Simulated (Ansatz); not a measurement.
Input

```
crystal:
  lattice:
    - [2.8107494552, 0.0, 0.0]
    - [0.0, 2.8107494552, 0.0]
    - [0.0, 0.0, 3.685]
  atoms:
    - { symbol: Cu, position: [0.5, 0.5, 0.5] }
    - { symbol: Au, position: [0.0, 0.0, 0.0] }
basis:
  ecutwfc: 420
  fft_grid_basis: typed
kpoints:
  mp_grid: { grid: [12, 12, 10] }
hamiltonian:
  xc: pbe
scf:
  occupations: { method: gaussian, width: 0.05 }
output:
  forces: true
  stress: true
  eigenvalues: true
  bader: true
  write_density: true
  volumetric_format: npy
  elf: true
```

Launched as:

```sh
ansatz run input.yaml --threads 1 --pin off --max-ram 2560MiB --backend cpu --events-out ev --progress --plain --runs-dir out
```

The picture shows the conventional cell (a = 2.81 Å, b = 2.81 Å, c = 3.69 Å, α = 90.00°, β = 90.00°, γ = 90.00°).

Space group P4/mmm; the calculation finds a residual pressure of about 5 GPa at this fixed cell.

These are results of DFT PBE, scalar-relativistic, plane waves, PAW in Ansatz 0.2.0, not measurements.

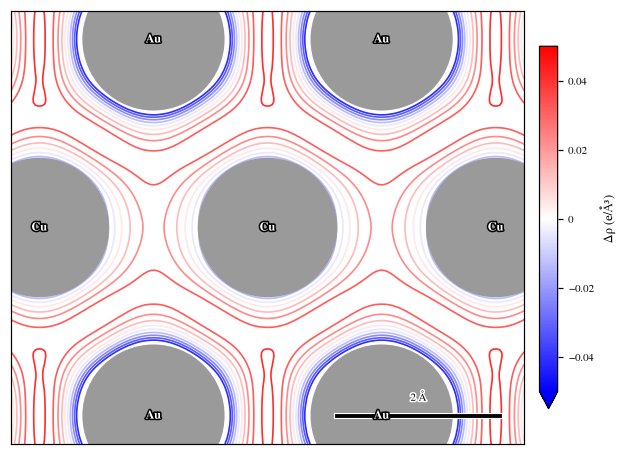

CuAu. Density of the crystal less the sum of free-atom densities: a map on the (101̄) plane of the conventional cell, with grey discs over the atomic cores. Cores are masked to 0.9 Å (Cu) and 0.9 Å (Au).

Core electrons are frozen (PAW), so the fields are smoothed inside the atomic spheres.

Read the map: where is density gained and where lost?

Answer. Au–Cu (2.71 Å): Δρ is +0.04 e/Å³ at the midpoint.
- Cu–Cu (2.81 Å): Δρ is +0.03 e/Å³ at the midpoint.
- Au–Au (2.81 Å): Δρ is +0.04 e/Å³ at the midpoint.
- Over the whole cell, outside the masked cores, the largest gain, 0.04 e/Å³, lies 1.5 Å from a gold nucleus and 2.0 Å from a copper one, and the largest loss lies at the edge of the masked core of Au.
- In all about 0.25 e an atom is rearranged against the free atoms.
- Bader charges: Cu +0.32 and Au −0.32 e. Among metals such charges hang on how the charge between the atoms is shared out.

Does the calculation give a gap?

Answer. It is metallic at this level of theory.
